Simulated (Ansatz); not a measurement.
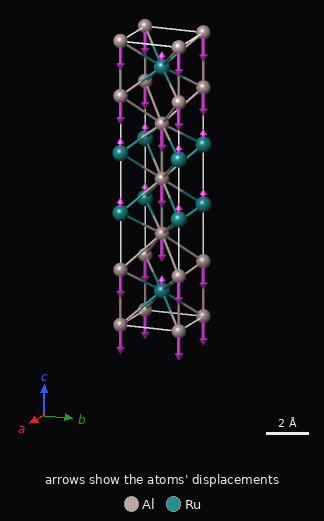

One vibrational mode of solid Al$_{3}$Ru$_{2}$ at the zone centre. Displacements are drawn as pink arrows; their common scale and sign are arbitrary. Style: ball-and-stick. Shown: the conventional cell (2 times the calculation's cell), slightly off an axis. Lengths and directions refer to the drawn axes.

Computed with DFT LDA, scalar-relativistic, plane waves, PAW in Ansatz 0.2.0. (plane-wave cutoff 420 eV; k-point mesh 16 × 16 × 16; occupations fermi dirac; smearing width 0.15 eV; no spin polarisation)

The frequencies depend somewhat on the k-mesh and the smearing.

**What mode is this, and where does it lie in the spectrum?**

This is the A₂u mode at 269 cm⁻¹, optical level 4 of 8, counted from below, infrared-active by symmetry. The Al (2a) and Al (4e) sublattices move against the Ru sublattice, along c; the kinetic energy is shared as Al 71 %, Ru 29 %. The crystal is a metal, so free carriers screen the infrared response.
